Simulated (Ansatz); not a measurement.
## Geometry relaxation, with input and output: Al$_{2}$O$_{3}$ (part 2 of 2)

The same run, continued: Al$_{2}$O$_{3}$ (5 atoms in the cell); DFT PBE, scalar-relativistic, plane waves, PAW, spin-polarised (Ansatz 0.2.0); cutoff 420 eV, 12×12×6 k-mesh, Gaussian smearing of 0.1 eV, collinear spins. The structure was made by a generator, so it may or may not be a known phase.

Geometry of the input (Å; fractional positions):
```
3.4141  0.0000  0.0000
0.0000  3.4141  0.0000
0.0000  0.0000  8.0172
Al 0.5000  0.5000  0.2028
Al 0.5000  0.5000  0.7972
O  0.0000  0.0000  0.5000
O  0.5000  0.5000  0.4159
O  0.5000  0.5000  0.5841
```

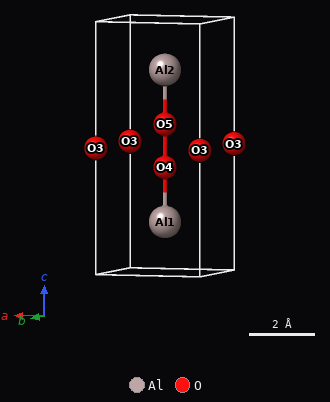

The geometry at step 2 of the log (ball-and-stick view of the cell of the calculation, seen at an oblique angle; atoms are numbered from 1 in the order of the input).

**The program's output, continued**
```
Crystal: 5 atoms, lattice volume = 92.725 Å³
preconditioner: auto → Kerker (q_TF=auto, 2.178 Å⁻¹)  [metal: Δε(μ)=0.003 eV  Ē_g=9.097 eV  σ=0.100 eV  W_gap=0.02  n_scr=16 (ndim 8)  ℏωp=18.1 eV  f_vac=0.000  D(μ)=3.30/eV (n_scr^D=26)]
spin=Collinear: Kerker preconditioning applied to the charge; magnetization (m = ρ↑ − ρ↓) channel mixes plain (no charge-response kernel on spin).
the search or the solves at the SCF's close seem to have found levels that the self-consistency loop had missed (the run counts 1). By its estimate they hold under 1e-12 electrons; where the run keeps them, the occupations were computed again with them
SCF 3 converged in 7 iterations: F = -2766.275132 eV  dr2 = 6.22e-8
relax step   3: F+E_penalty+E_count = -2766.27513155 eV  Δ(F+E_penalty+E_count) = -4.371e-4 eV  max|allowed force component| = 6.362e-2 eV/Å  Δτ_max = 0.0061 Å  P = +0.013 GPa  Ω = 92.725 Å³  energy of the carried Pulay correction = +1.855e-3 eV  (7 SCF iters, dr2 threshold 2.91e-7 eV, accepted)
Crystal: 5 atoms, lattice volume = 92.702 Å³
preconditioner: auto → Kerker (q_TF=auto, 2.178 Å⁻¹)  [metal: Δε(μ)=0.007 eV  Ē_g=9.074 eV  σ=0.100 eV  W_gap=0.04  n_scr=16 (ndim 8)  ℏωp=18.1 eV  f_vac=0.000  D(μ)=3.23/eV (n_scr^D=26)]
spin=Collinear: Kerker preconditioning applied to the charge; magnetization (m = ρ↑ − ρ↓) channel mixes plain (no charge-response kernel on spin).
SCF 4 converged in 8 iterations: F = -2766.275002 eV  dr2 = 5.31e-8
relax step   4: F+E_penalty+E_count = -2766.27500176 eV  Δ(F+E_penalty+E_count) = +1.298e-4 eV  max|allowed force component| = 7.933e-2 eV/Å  Δτ_max = 0.0034 Å  P = -0.222 GPa  Ω = 92.702 Å³  energy of the carried Pulay correction = +1.915e-3 eV  (8 SCF iters, dr2 threshold 2.53e-7 eV, rejected (line search))
Crystal: 5 atoms, lattice volume = 92.628 Å³
preconditioner: auto → Kerker (q_TF=auto, 2.178 Å⁻¹)  [metal: Δε(μ)=0.001 eV  Ē_g=9.106 eV  σ=0.100 eV  W_gap=0.01  n_scr=16 (ndim 8)  ℏωp=18.1 eV  f_vac=0.000  D(μ)=3.27/eV (n_scr^D=26)]
spin=Collinear: Kerker preconditioning applied to the charge; magnetization (m = ρ↑ − ρ↓) channel mixes plain (no charge-response kernel on spin).
the search or the solves at the SCF's close seem to have found levels that the self-consistency loop had missed (the run counts 1). By its estimate they hold under 1e-12 electrons; where the run keeps them, the occupations were computed again with them
SCF 5 converged in 12 iterations: F = -2766.275530 eV  dr2 = 4.76e-12
relax step   5: F+E_penalty+E_count = -2766.27552985 eV  Δ(F+E_penalty+E_count) = -3.983e-4 eV  max|allowed force component| = 1.048e-2 eV/Å  Δτ_max = 0.0017 Å  P = -0.050 GPa  Ω = 92.628 Å³  energy of the carried Pulay correction = +2.106e-3 eV  (12 SCF iters, accepted)
Crystal: 5 atoms, lattice volume = 92.060 Å³
preconditioner: auto → Kerker (q_TF=auto, 2.181 Å⁻¹)  [metal: Δε(μ)=0.010 eV  Ē_g=9.090 eV  σ=0.100 eV  W_gap=0.05  n_scr=16 (ndim 8)  ℏωp=18.2 eV  f_vac=0.000  D(μ)=3.18/eV (n_scr^D=26)]
spin=Collinear: Kerker preconditioning applied to the charge; magnetization (m = ρ↑ − ρ↓) channel mixes plain (no charge-response kernel on spin).
the search or the solves at the SCF's close seem to have found levels that the self-consistency loop had missed (the run counts 3). By its estimate they hold under 1e-12 electrons; where the run keeps them, the occupations were computed again with them
SCF 6 converged in 10 iterations: F = -2766.277110 eV  dr2 = 1.82e-10
relax step   6: F+E_penalty+E_count = -2766.27710953 eV  Δ(F+E_penalty+E_count) = -1.580e-3 eV  max|allowed force component| = 1.357e-3 eV/Å  Δτ_max = 0.0050 Å  P = -0.006 GPa  Ω = 92.060 Å³  energy of the carried Pulay correction = +3.579e-3 eV  (10 SCF iters, dr2 threshold 8.78e-9 eV, accepted)
Initial wavefunctions: pseudopotential atomic-orbital guess (no wavefunctions were taken with the density)
preconditioner: auto → Kerker (q_TF=auto, 2.181 Å⁻¹)  [metal: Δε(μ)=0.009 eV  Ē_g=9.110 eV  σ=0.100 eV  W_gap=0.05  n_scr=16 (ndim 8)  ℏωp=18.2 eV  f_vac=0.000  D(μ)=3.23/eV (n_scr^D=26)]
spin=Collinear: Kerker preconditioning applied to the charge; magnetization (m = ρ↑ − ρ↓) channel mixes plain (no charge-response kernel on spin).
SCF 7 converged in 9 iterations: F = -2766.274248 eV  dr2 = 4.55e-12
relax step   7: F+E_penalty+E_count = -2766.27424809 eV  Δ(F+E_penalty+E_count) = +2.861e-3 eV  max|allowed force component| = 1.031e-3 eV/Å  Δτ_max = 0.0000 Å  P = -0.060 GPa  Ω = 92.060 Å³  stress off target by 1.74e-1 GPa  SCF on the basis re-selected at this cell (its energy is not comparable with the rows above)  (9 SCF iters)
basis re-selected at this cell: Δ(F+E_penalty+E_count) = +2.861e-3 eV, ΔP = -0.055 GPa vs the last step (what re-selecting the basis moved, of the pressure what is left beyond the Pulay correction that the steps carried, after the strain that the cell walked since its last selection, with what the two solves' SCF thresholds leave and, on support functions, any second-order correction that the steps lacked; it is no measure of the basis error at this ecutwfc). This SCF's stress stands 1.74e-1 GPa from its target on what of the cell is left free (relax.cell.stress_tol is 5.00e-2 GPa) and its largest allowed force component is 1.03e-3 eV/Å (relax.f_tol is 1.00e-2 eV/Å): not within both, so this SCF does not close the relaxation
Crystal: 5 atoms, lattice volume = 91.484 Å³
Basis set: ecut = 420 eV, 1807 PW (Γ), exchange–correlation on 48×48×108 points (8 copies of the dense FFT grid, shifted against one another)
preconditioner: auto → Kerker (q_TF=auto, 2.183 Å⁻¹)  [metal: Δε(μ)=0.002 eV  Ē_g=9.106 eV  σ=0.100 eV  W_gap=0.01  n_scr=16 (ndim 8)  ℏωp=18.2 eV  f_vac=0.000  D(μ)=3.15/eV (n_scr^D=26)]
spin=Collinear: Kerker preconditioning applied to the charge; magnetization (m = ρ↑ − ρ↓) channel mixes plain (no charge-response kernel on spin).
SCF 8 converged in 9 iterations: F = -2766.275836 eV  dr2 = 2.04e-8
relax step   8: F+E_penalty+E_count = -2766.27583555 eV  Δ(F+E_penalty+E_count) = -1.587e-3 eV  max|allowed force component| = 9.167e-3 eV/Å  Δτ_max = 0.0083 Å  P = -0.008 GPa  Ω = 91.484 Å³  energy of the carried Pulay correction = +1.369e-3 eV  (9 SCF iters, dr2 threshold 7.57e-8 eV, accepted)
iter 1 solved again at ethr=1.59e-7 eV; its pass at ethr=3.10e-3 eV (dr2=3.81e-5 eV) is discarded
SCF iter   1: F=—  HF=-2766.274492 eV  |F-HF|=—  |Δ(HF+E_count)|=         —  Δρ=2.41e-5 (↑2.41e-5 ↓1.61e-5)  dr2=2.23e-7  dr2_m=3.90e-8  M=2.044 μB ∫|m|=2.113 μB  β_m=0.30  ethr=1.59e-7  ⟨swp⟩=3.0  Hψ=32784  notcnv=0
preconditioner: auto → Kerker (q_TF=auto, 2.183 Å⁻¹)  [metal: Δε(μ)=0.004 eV  Ē_g=9.124 eV  σ=0.100 eV  W_gap=0.02  n_scr=16 (ndim 8)  ℏωp=18.2 eV  f_vac=0.000  D(μ)=3.22/eV (n_scr^D=26)]
spin=Collinear: Kerker preconditioning applied to the charge; magnetization (m = ρ↑ − ρ↓) channel mixes plain (no charge-response kernel on spin).
SCF iter   2: F=—  HF=-2766.274493 eV  |F-HF|=—  |Δ(HF+E_count)|=   5.89e-7  Δρ=1.62e-5 (↑1.62e-5 ↓1.08e-5)  dr2=1.04e-7  dr2_m=2.36e-8  M=2.044 μB ∫|m|=2.113 μB  β_m=0.51  ethr=9.28e-10  ⟨swp⟩=2.4  Hψ=6520  notcnv=0
SCF iter   3: F=—  HF=-2766.274493 eV  |F-HF|=—  |Δ(HF+E_count)|=   1.47e-7  Δρ=6.64e-6 (↑6.64e-6 ↓5.28e-6)  dr2=2.29e-8  dr2_m=5.09e-9  M=2.044 μB ∫|m|=2.113 μB  β_m=0.68  ethr=4.32e-10  ⟨swp⟩=2.0  Hψ=6674  notcnv=0
SCF iter   4: F=—  HF=-2766.274493 eV  |F-HF|=—  |Δ(HF+E_count)|=   3.96e-8  Δρ=6.48e-6 (↑2.08e-6 ↓6.48e-6)  dr2=7.07e-8  dr2_m=5.75e-9  M=2.044 μB ∫|m|=2.113 μB  β_m=0.53  ethr=9.54e-11  ⟨swp⟩=2.0  Hψ=6348  notcnv=0
SCF iter   5: F=—  HF=-2766.274493 eV  |F-HF|=—  |Δ(HF+E_count)|=   4.84e-9  Δρ=2.31e-6 (↑6.09e-7 ↓2.31e-6)  dr2=2.83e-9  dr2_m=1.46e-9  M=2.044 μB ∫|m|=2.113 μB  β_m=0.76  ethr=9.54e-11  ⟨swp⟩=2.3  Hψ=5461  notcnv=0
SCF iter   6: F=—  HF=-2766.274493 eV  |F-HF|=—  |Δ(HF+E_count)|=  9.43e-10  Δρ=9.31e-7 (↑1.92e-7 ↓9.31e-7)  dr2=8.78e-10  dr2_m=2.16e-10  M=2.044 μB ∫|m|=2.113 μB  β_m=0.88  ethr=1.18e-11  ⟨swp⟩=2.0  Hψ=6299  notcnv=0
SCF iter   7: F=—  HF=-2766.274493 eV  |F-HF|=—  |Δ(HF+E_count)|=  1.06e-10  Δρ=5.39e-7 (↑9.25e-8 ↓5.39e-7)  dr2=5.25e-10  dr2_m=5.64e-11  M=2.044 μB ∫|m|=2.113 μB  β_m=0.94  ethr=3.66e-12  ⟨swp⟩=1.6  Hψ=5098  notcnv=0
SCF iter   8: F=-2766.274493 eV  HF=-2766.274493 eV  |F-HF|=2.14e-11  |Δ(HF+E_count)|=  3.05e-11  Δρ=9.29e-8 (↑2.41e-8 ↓9.29e-8)  dr2=2.55e-11  dr2_m=1.23e-12  M=2.044 μB ∫|m|=2.113 μB  ethr=1.00e-12  ⟨swp⟩=2.9  Hψ=12295  notcnv=0
SCF 9 converged in 8 iterations: F = -2766.274493 eV  dr2 = 2.55e-11
relax step   9: F+E_penalty+E_count = -2766.27449314 eV  Δ(F+E_penalty+E_count) = +1.342e-3 eV  max|allowed force component| = 9.219e-3 eV/Å  Δτ_max = 0.0000 Å  P = -0.023 GPa  Ω = 91.484 Å³  stress off target by 2.60e-2 GPa  SCF on the basis re-selected at this cell (its energy is not comparable with the rows above)  (8 SCF iters)
basis re-selected at this cell: Δ(F+E_penalty+E_count) = +1.342e-3 eV, ΔP = -0.015 GPa vs the last step (what re-selecting the basis moved, of the pressure what is left beyond the Pulay correction that the steps carried, after the strain that the cell walked since its last selection, with what the two solves' SCF thresholds leave and, on support functions, any second-order correction that the steps lacked; it is no measure of the basis error at this ecutwfc). This SCF's stress stands 2.60e-2 GPa from its target on what of the cell is left free (relax.cell.stress_tol is 5.00e-2 GPa) and its largest allowed force component is 9.22e-3 eV/Å (relax.f_tol is 1.00e-2 eV/Å): within both
SCF converged after 8 iterations
Magnetization: 2.0437 μB (13.0219 up, 10.9781 down)
Absolute magnetization: 2.1129 μB (∫|ρ↑−ρ↓|, with the PAW one-centre terms)
Spin contamination: 0.0339 ħ² per cell (⟨S²⟩ above its minimum at these occupations)
Per-site moments (μB) at R_I (Å): [(0.0006313262293375999, 0.7066170174392215), (0.000631326229337511, 0.7066170174392216), (1.6465305898723617, 1.030644197391062), (0.12694768984773414, 0.555628361173965), (0.12694768984773397, 0.555628361173965)]
Free energy (F): -2766.274493 eV
Harris-Foulkes:  -2766.274493 eV  (|F-HF|=2.14e-11)
Internal energy: -2766.258374 eV  (E = F + TS)
E sigma→0 (E₀):  -2766.266433 eV
Entropy (-TS):   -0.016120 eV (-3.224 meV/atom)
Fermi energy:    2.623646 eV
--- Per-component energies (eV) ---
  E_band       = -118.489402
  E_kinetic    = 553.374675
  E_local      = -2469.746988  (includes V_loc(G=0)·N_el)
  E_nonlocal   = 168.818420
  E_hartree    = 1034.052210
  E_xc         = -290.469762
  E_vxc        = -326.415786  (∫ρ·V_xc dr)
  E_paw        = -1407.140655  (= ΣΔE_a)
  E_vpaw       = -112.630854  (= ΣTr[D̂ρ^β])
  E_aug_tail   = 0.006927  (compensation charges beyond the density's cutoff)
  E_ewald      = -355.153200
  E_smearing   = -0.016120  (= −TS)
  E_closure    = -0.000000  (closes the sum)
  Σ components = -2766.274493   (vs F -2766.274493, Δ=0.00e0)
--- Forces (eV/Å), atoms counted from 1 ---
  atom   1  Al     0.00000000     0.00000000    -0.00178621
  atom   2  Al     0.00000000     0.00000000     0.00178621
  atom   3  O     -0.00000000    -0.00000000     0.00000000
  atom   4  O      0.00000000     0.00000000    -0.00921918
  atom   5  O      0.00000000     0.00000000     0.00921918
  max |Σ_I F_I| component: 7.89e-31 eV/Å
--- Stress (GPa, compression-positive) ---
       -0.025994       0.000000       0.000000
        0.000000      -0.025994       0.000000
        0.000000       0.000000      -0.016087
  P = ⅓ Tr σ = -0.0227 GPa (-0.227 kbar)
--- Band table (eV; the first three rows and the last of 224) ---
  k-point 0 ↑: bands = ["-21.2658", "-15.2092", "-14.0148", "-7.3249", "-3.4190", "-3.4190", "-2.5019", "-1.1567", "0.1912", "0.5136", "0.5136", "1.3475", "1.3475", "5.4628", "7.1723", "8.4743", "8.4743", "9.4690"]
  k-point 1 ↑: bands = ["-21.2658", "-15.2092", "-14.0154", "-7.3136", "-3.4191", "-3.4191", "-2.6480", "-0.9486", "0.1737", "0.5136", "0.5136", "1.3469", "1.3469", "5.1853", "7.4934", "8.5182", "8.5182", "9.4996"]
  k-point 2 ↑: bands = ["-21.2657", "-15.2092", "-14.0164", "-7.2910", "-3.4189", "-3.4189", "-2.8725", "-0.5694", "0.1148", "0.5142", "0.5142", "1.3455", "1.3455", "4.7537", "8.0746", "8.6189", "8.6189", "9.5714"]
  k-point 111 ↓: bands = ["-20.8046", "-13.5293", "-12.4098", "-6.8229", "-3.8467", "-3.8467", "0.6379", "0.6379", "1.2044", "1.8755", "3.2694", "3.2694", "3.8645", "3.8645", "4.8565", "4.8565", "5.1382", "6.5705"]
--- Relaxed structure (7 steps of the walk, 6 accepted, 2 SCFs on fresh bases) ---
  F+E_penalty+E_count = -2766.27449314 eV   max|allowed force component| = 9.219e-3 eV/Å   (the final SCF, on the basis selected at the relaxed cell)
  cell:  # Å, volume = 91.4845 Å³
    - [3.402667120358269, 1.0867210261055458e-34, 0.0]
    - [1.0867210261055458e-34, 3.402667120358269, 0.0]
    - [0.0, 0.0, 7.901480090222465]
  atoms:
    - { symbol: Al, position: [0.5, 0.5, 0.19796799501449766] }
    - { symbol: Al, position: [0.5, 0.5, 0.8020320049855023] }
    - { symbol: O, position: [-2.2652797663931956e-35, 2.1815437439000614e-36, 0.5] }
    - { symbol: O, position: [0.5, 0.5, 0.41476420683910786] }
    - { symbol: O, position: [0.5, 0.5, 0.585235793160892] }
--- Löwdin populations: 5 sites ---
  site symbol       q [e]    m [muB]
     0     Al      2.5899    -0.0227
     1     Al      2.5899    -0.0227
     2      O      6.1667     1.7494
     3      O      6.2513     0.1744
     4      O      6.2513     0.1744
  spilling = 0.006291 (of n_electrons = 24.000000)
```

**File populations.tsv**
```
# site	symbol	l	j	q_up	q_dn
# orbitals = lowdin
# n_electrons = 24.000000
# spilling = 0.006291
0	Al	0_3S	-	0.622414	0.619140
0	Al	1_3P	-	0.661194	0.687145
1	Al	0_3S	-	0.622414	0.619140
1	Al	1_3P	-	0.661194	0.687145
2	O	0_2S	-	0.984273	0.979474
2	O	1_2P	-	2.973773	1.229191
3	O	0_2S	-	0.821239	0.817695
3	O	1_2P	-	2.391593	2.220738
4	O	0_2S	-	0.821239	0.817695
4	O	1_2P	-	2.391593	2.220738
```

**Trajectory as extended XYZ (Å, eV, eV/Å), 9 frames, from step=1 to step=9**
```
5
Lattice="3.4141 0.0000 0.0000 0.0000 3.4141 0.0000 0.0000 0.0000 8.0172" Properties=species:S:1:pos:R:3:forces:R:3 step=1 energy=-2766.27136 pressure_GPa=0.08
Al    1.7070    1.7070    1.6263    0.0000   0.0000  -0.0906
Al    1.7070    1.7070    6.3909    0.0000   0.0000   0.0906
O     0.0000    0.0000    4.0086    0.0000   0.0000   0.0000
O     1.7070    1.7070    3.3340    0.0000   0.0000   0.1144
O     1.7070    1.7070    4.6832    0.0000   0.0000  -0.1144
5
Lattice="3.4223 0.0000 0.0000 0.0000 3.4223 0.0000 0.0000 0.0000 7.9190" Properties=species:S:1:pos:R:3:forces:R:3 step=2 energy=-2766.27469 pressure_GPa=-0.01
Al    1.7112    1.7112    1.5764    0.0000   0.0000  -0.0320
Al    1.7112    1.7112    6.3425    0.0000   0.0000   0.0320
O     0.0000    0.0000    3.9595    0.0000   0.0000   0.0000
O     1.7112    1.7112    3.2853    0.0000   0.0000   0.0682
O     1.7112    1.7112    4.6337    0.0000   0.0000  -0.0682
5
Lattice="3.4171 0.0000 0.0000 0.0000 3.4171 0.0000 0.0000 0.0000 7.9410" Properties=species:S:1:pos:R:3:forces:R:3 step=3 energy=-2766.27513 pressure_GPa=0.01
Al    1.7086    1.7086    1.5869    0.0000   0.0000  -0.0385
Al    1.7086    1.7086    6.3541    0.0000   0.0000   0.0385
O     0.0000    0.0000    3.9705    0.0000   0.0000   0.0000
O     1.7086    1.7086    3.2963    0.0000   0.0000   0.0636
O     1.7086    1.7086    4.6446    0.0000   0.0000  -0.0636
5
Lattice="3.4146 0.0000 0.0000 0.0000 3.4146 0.0000 0.0000 0.0000 7.9507" Properties=species:S:1:pos:R:3:forces:R:3 step=4 energy=-2766.27500 pressure_GPa=-0.22 accepted=F
Al    1.7073    1.7073    1.5855    0.0000   0.0000   0.0713
Al    1.7073    1.7073    6.3653    0.0000   0.0000  -0.0713
O     0.0000    0.0000    3.9754    0.0000   0.0000   0.0000
O     1.7073    1.7073    3.3019    0.0000   0.0000  -0.0793
O     1.7073    1.7073    4.6488    0.0000   0.0000   0.0793
5
Lattice="3.4151 0.0000 0.0000 0.0000 3.4151 0.0000 0.0000 0.0000 7.9421" Properties=species:S:1:pos:R:3:forces:R:3 step=5 energy=-2766.27553 pressure_GPa=-0.05
Al    1.7076    1.7076    1.5854    0.0000   0.0000  -0.0032
Al    1.7076    1.7076    6.3566    0.0000   0.0000   0.0032
O     0.0000    0.0000    3.9710    0.0000   0.0000   0.0000
O     1.7076    1.7076    3.2972    0.0000   0.0000   0.0105
O     1.7076    1.7076    4.6448    0.0000   0.0000  -0.0105
5
Lattice="3.4074 0.0000 0.0000 0.0000 3.4074 0.0000 0.0000 0.0000 7.9290" Properties=species:S:1:pos:R:3:forces:R:3 step=6 energy=-2766.27711 pressure_GPa=-0.01
Al    1.7037    1.7037    1.5779    0.0000   0.0000  -0.0004
Al    1.7037    1.7037    6.3511    0.0000   0.0000   0.0004
O     0.0000    0.0000    3.9645    0.0000   0.0000   0.0000
O     1.7037    1.7037    3.2907    0.0000   0.0000   0.0014
O     1.7037    1.7037    4.6382    0.0000   0.0000  -0.0014
5
Lattice="3.4074 0.0000 0.0000 0.0000 3.4074 0.0000 0.0000 0.0000 7.9290" Properties=species:S:1:pos:R:3:forces:R:3 step=7 energy=-2766.27425 pressure_GPa=-0.06
Al    1.7037    1.7037    1.5779    0.0000   0.0000  -0.0002
Al    1.7037    1.7037    6.3511    0.0000   0.0000   0.0002
O     0.0000    0.0000    3.9645    0.0000   0.0000   0.0000
O     1.7037    1.7037    3.2907    0.0000   0.0000   0.0010
O     1.7037    1.7037    4.6382    0.0000   0.0000  -0.0010
5
Lattice="3.4027 0.0000 0.0000 0.0000 3.4027 0.0000 0.0000 0.0000 7.9015" Properties=species:S:1:pos:R:3:forces:R:3 step=8 energy=-2766.27584 pressure_GPa=-0.01
Al    1.7013    1.7013    1.5642    0.0000   0.0000  -0.0018
Al    1.7013    1.7013    6.3372    0.0000   0.0000   0.0018
O     0.0000    0.0000    3.9507    0.0000   0.0000   0.0000
O     1.7013    1.7013    3.2773    0.0000   0.0000  -0.0092
O     1.7013    1.7013    4.6242    0.0000   0.0000   0.0092
5
Lattice="3.4027 0.0000 0.0000 0.0000 3.4027 0.0000 0.0000 0.0000 7.9015" Properties=species:S:1:pos:R:3:forces:R:3 step=9 energy=-2766.27449 pressure_GPa=-0.02
Al    1.7013    1.7013    1.5642    0.0000   0.0000  -0.0018
Al    1.7013    1.7013    6.3372    0.0000   0.0000   0.0018
O     0.0000    0.0000    3.9507    0.0000   0.0000   0.0000
O     1.7013    1.7013    3.2773    0.0000   0.0000  -0.0092
O     1.7013    1.7013    4.6242    0.0000   0.0000   0.0092
```

**Summary**

| quantity | value |
| --- | --- |
| outcome | converged |
| space group (tolerance 0.01 Å) | P4/mmm (123) |
| electrons treated | 24 |
| free energy | −2766.2745 eV |
| Fermi energy | 2.624 eV |
| gap on the k-point mesh | none (metallic) |
| net moment of the cell | 2.04 μB |
| integrated absolute moment | 2.11 μB |
| pressure | −0.02 GPa |
| final volume | 91.48 Å³ |
| largest force (length of the vector) at the end | 0.009 eV/Å |
| final cell | a = 3.403 Å, b = 3.403 Å, c = 7.901 Å, α = 90.00°, β = 90.00°, γ = 90.00° |
| hardware | 1 thread of Intel Xeon @ 2.50GHz (Skylake/Cascade Lake), 189 GiB of memory available, shared host |
| wall time | 7.1 min |
| peak memory | 0.58 GiB |
